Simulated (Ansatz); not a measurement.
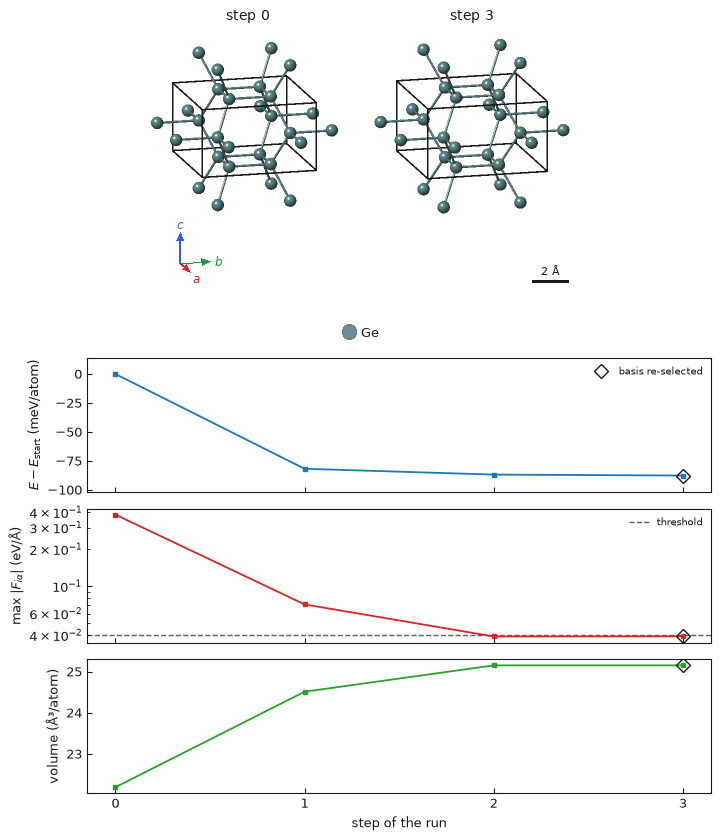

First and last geometry of a relaxation of solid Ge (a generated structure, set up in I4/mmm) (coarse preliminary run), with the history of the run. Style: ball-and-stick. Shown: the conventional cell (2 times the calculation's cell), slightly off an axis. Lengths and directions refer to the drawn axes.

Method: Ansatz 0.2.0, DFT PBE, scalar-relativistic, plane waves, PAW. (plane-wave cutoff 420 eV; k-point mesh 6 × 6 × 6; occupations gaussian; smearing width 0.1 eV; no spin polarisation; cell and atoms relaxed; force threshold 0.04 eV/Å; at most 70 steps)

> Read the history and describe the run.

It converged. After 2 accepted moves (3 points after the start) the energy has fallen by 87.6 meV per atom. The largest force component goes from 0.38 to 0.039 eV/Å. Pressure: 9.38 GPa at the start and 0.36 GPa at the end. At 1 point the geometry stayed and the basis and grid were re-selected for the new cell (energy shift of 0.8 meV per atom at most each time). The largest moves relative to the cell, 0.033 Å, are those of Ge atoms. The volume changes by +13.3 %, with a = b 6.698 → 7.025 Å (+4.9 %), c 3.956 → 4.078 Å (+3.1 %). Some distances before and after: Ge–Ge 2.357 → 2.478 Å, Ge–Ge 2.443 → 2.516 Å. Bond angles that change, for instance: Ge–Ge–Ge 114.1° → 110.7°. The space group stays I4/mmm (No. 139). Cost: 22 s on 1 thread of Arm Neoverse V1, with other jobs on the host, peak memory 0.39 GiB.

| step | E − E(0), meV/atom | largest force component, eV/Å | pressure, GPa | volume, Å³/atom | note |
| --- | --- | --- | --- | --- | --- |
| 0 | 0.00 | 0.3832 | 9.38 | 22.189 |  |
| 1 | -81.80 | 0.0712 | 1.91 | 24.511 |  |
| 2 | -86.82 | 0.0390 | 0.30 | 25.151 |  |
| 3 | -87.64 | 0.0391 | 0.36 | 25.151 | same geometry, new basis |
